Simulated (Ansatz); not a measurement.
## PbF$_{2}$: 5 runs along one coordinate

System: PbF$_{2}$ (I4/mmm, 3 atoms in the cell).
Method: DFT r2SCAN, scalar-relativistic, plane waves, PAW, no spin polarisation (Ansatz 0.2.0).

The 5 runs differ only in the geometry, by a strain of the cell at fixed fractional positions. Against run 3, the strain is εxx = η and εyy = η. The structure derives from an entry of the Crystallography Open Database.

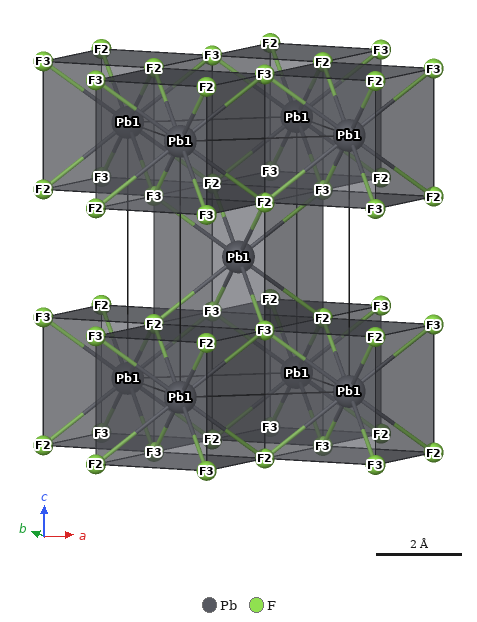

Figure 1. The structure of run 3 (polyhedral view of the cell 2 times as large as that of the calculation, set on its symmetry axes, seen slightly off an axis; polyhedra are completed across the faces of the cell; atoms are numbered from 1 in the order of the input). An atom can appear more than once, as a periodic image.

### Input of run 3
```yaml
crystal:
  lattice:
    - [0.0, 2.96985, 3.0589455]
    - [2.96985, 0.0, 3.0589455]
    - [2.96985, 2.96985, 0.0]
  atoms:
    - { symbol: Pb, position: [0.0, 0.0, 0.0] }
    - { symbol: F, position: [0.25, 0.25, 0.25] }
    - { symbol: F, position: [0.75, 0.75, 0.75] }
basis:
  ecutwfc: 500
kpoints:
  mp_grid: { grid: [8, 8, 8] }
hamiltonian:
  xc: r2scan
scf:
  occupations: { method: gaussian, width: 0.05 }
output:
  forces: true
  stress: true
  eigenvalues: true
```

Command:
```bash
ansatz run input.yaml --threads 1 --pin off --max-ram 2560MiB --backend cpu --events-out ev --progress --plain --runs-dir out
```

Lattice vectors (Å) and fractional positions of run 3:
```
   0.000000    2.969850    3.058946
   2.969850    0.000000    3.058946
   2.969850    2.969850    0.000000
Pb  0.000000  0.000000  0.000000
F   0.250000  0.250000  0.250000
F   0.750000  0.750000  0.750000
```

Run 4 differs from it as follows:
```diff
-    - [0.0, 2.96985, 3.0589455]
-    - [2.96985, 0.0, 3.0589455]
-    - [2.96985, 2.96985, 0.0]
+    - [0.0, 3.01439775, 3.0589455]
+    - [3.01439775, 0.0, 3.0589455]
+    - [3.01439775, 3.01439775, 0.0]
```

### Results, with one run withheld

```tsv
run	strain parameter η (%)	free energy per atom, from the lowest run given (meV)	pressure (GPa)	gap on the mesh (eV)
1	−3.0000	4.57	1.66	4.72
2	−1.5000	0.00	−0.72	4.81
3	0.0000	3.62	−2.77	4.87
4	1.5000	?	?	?
5	3.0000	32.36	−6.00	4.93
```

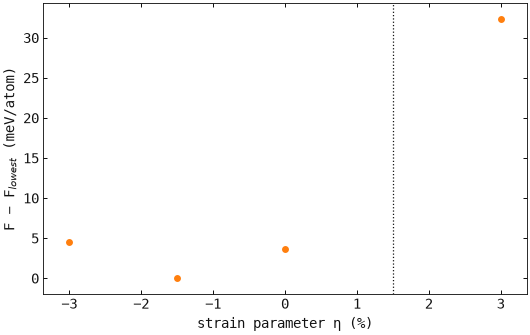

Figure 2. Free energy per atom of the runs given; the dotted line marks run 4.

What should run 4 give?

A quadratic polynomial in the coordinate, fitted to the 4 runs given, misses them by at most 0.22 meV per atom. With x = η + 0.3750, it reads F = 1.9428 + 3.4016 x + 1.6649 x² (meV per atom). At run 4 it gives 14.17 meV per atom, and the run itself gives 14.65. The fit has its minimum at η = −1.3966 %. The gap on the mesh goes, without turning, from 4.72 eV in run 1 to 4.93 eV in run 5; run 4 has 4.91 eV. These are gaps of this functional on this mesh, which can miss the band edges; they aren't the measured gap.

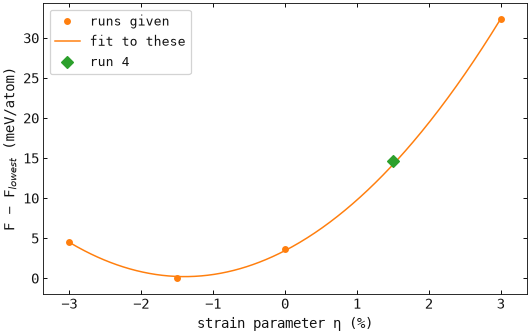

Figure 3. The fit and the withheld run.

### Output, shortened to warnings, some set-up lines, iterations and results (run 4)
```
Basis set: ecut = 500 eV, 1419 PW (Γ), exchange–correlation on 128×128×128 points (64 copies of the dense FFT grid, shifted against one another)
Symmetry: 16 space group operations
k-points: 59 of 512
Initial density: superposition of atomic densities (neutral atoms: chi_scale 0, normalization atom), corrected by the library's trained network
[...]
SCF iter   1: F=—  HF=-13542.157217 eV  |F-HF|=—  |Δ(HF+E_count)|=         —  Δρ=9.38e-3  dr2=4.55e-2  dr2_τ=5.31e-2  ethr=1.77e-3  ⟨swp⟩=5.9  Hψ=5338  notcnv=0
SCF iter   2: F=—  HF=-13542.183092 eV  |F-HF|=—  |Δ(HF+E_count)|=   2.59e-2  Δρ=6.04e-3  dr2=7.48e-3  dr2_τ=1.76e-3  ethr=1.63e-4  ⟨swp⟩=2.0  Hψ=2596  notcnv=0
SCF iter   3: F=—  HF=-13542.181448 eV  |F-HF|=—  |Δ(HF+E_count)|=   1.64e-3  Δρ=1.54e-3  dr2=9.85e-4  dr2_τ=1.10e-4  ethr=2.67e-5  ⟨swp⟩=2.0  Hψ=2089  notcnv=0
SCF iter   4: F=—  HF=-13542.181219 eV  |F-HF|=—  |Δ(HF+E_count)|=   2.28e-4  Δρ=5.29e-4  dr2=5.14e-5  dr2_τ=1.22e-5  ethr=3.52e-6  ⟨swp⟩=2.0  Hψ=1271  notcnv=0
SCF iter   5: F=—  HF=-13542.181213 eV  |F-HF|=—  |Δ(HF+E_count)|=   6.50e-6  Δρ=7.78e-5  dr2=1.06e-6  dr2_τ=2.40e-7  ethr=1.83e-7  ⟨swp⟩=2.8  Hψ=1718  notcnv=0
SCF iter   6: F=—  HF=-13542.181214 eV  |F-HF|=—  |Δ(HF+E_count)|=   7.99e-7  Δρ=1.69e-5  dr2=1.50e-7  dr2_τ=7.05e-9  ethr=3.57e-10  ⟨swp⟩=6.2  Hψ=4979  notcnv=0
SCF iter   7: F=-13542.181214 eV  HF=-13542.181214 eV  |F-HF|=2.82e-9  |Δ(HF+E_count)|=   1.55e-8  Δρ=2.96e-6  dr2=4.20e-9  dr2_τ=1.90e-10  ethr=3.57e-10  ⟨swp⟩=4.1  Hψ=3431  …
SCF 1 converged in 7 iterations: F = -13542.181214 eV  dr2 = 4.20e-9
SCF converged after 7 iterations
Free energy (F): -13542.181214 eV
Harris-Foulkes:  -13542.181214 eV  (|F-HF|=2.82e-9)
Internal energy: -13542.181214 eV  (E = F + TS)
E sigma→0 (E₀):  -13542.181214 eV
Fermi energy:    6.127773 eV
--- Per-component energies (eV) ---
  E_band       = -165.278796
  E_kinetic    = 698.878347
  E_local      = -2330.815693  (includes V_loc(G=0)·N_el)
  E_nonlocal   = 496.272990
  E_hartree    = 896.724568
  E_xc         = -367.719361
  E_vxc        = -378.311122  (∫ρ·V_xc dr)
  E_paw        = -10833.964104  (= ΣΔE_a)
  E_vpaw       = -472.421164  (= ΣTr[D̂ρ^β])
  E_aug_tail   = 0.002158  (compensation charges beyond the density's cutoff)
  E_vtau       = 27.668302  (kinetic-family band-sum trace: ∫τ·v_τ [+ j·A + Jᵃ·Aᵃ] dr)
  E_ewald      = -2102.462837
  E_core_change = 0.902719  (= ΣΔE_core)
  E_smearing   = -0.000000  (= −TS)
  E_closure    = 0.000000  (closes the sum)
  Σ components = -13542.181214   (vs F -13542.181214, Δ=0.00e0)
--- Forces (eV/Å), atoms counted from 1 ---
  atom   1  Pb    -0.00000000     0.00000000    -0.00000000
  atom   2  F      0.00000000    -0.00000000     0.00000000
  atom   3  F     -0.00000000     0.00000000     0.00000000
  max |Σ_I F_I| component: 6.94e-18 eV/Å
--- Stress (GPa, compression-positive) ---
       -4.236919       0.000000       0.000000
        0.000000      -4.236919       0.000000
        0.000000      -0.000000      -5.064787
  P = ⅓ Tr σ = -4.5129 GPa (-45.129 kbar)
```

Notes: Spin–orbit coupling is left out, which matters for Pb.
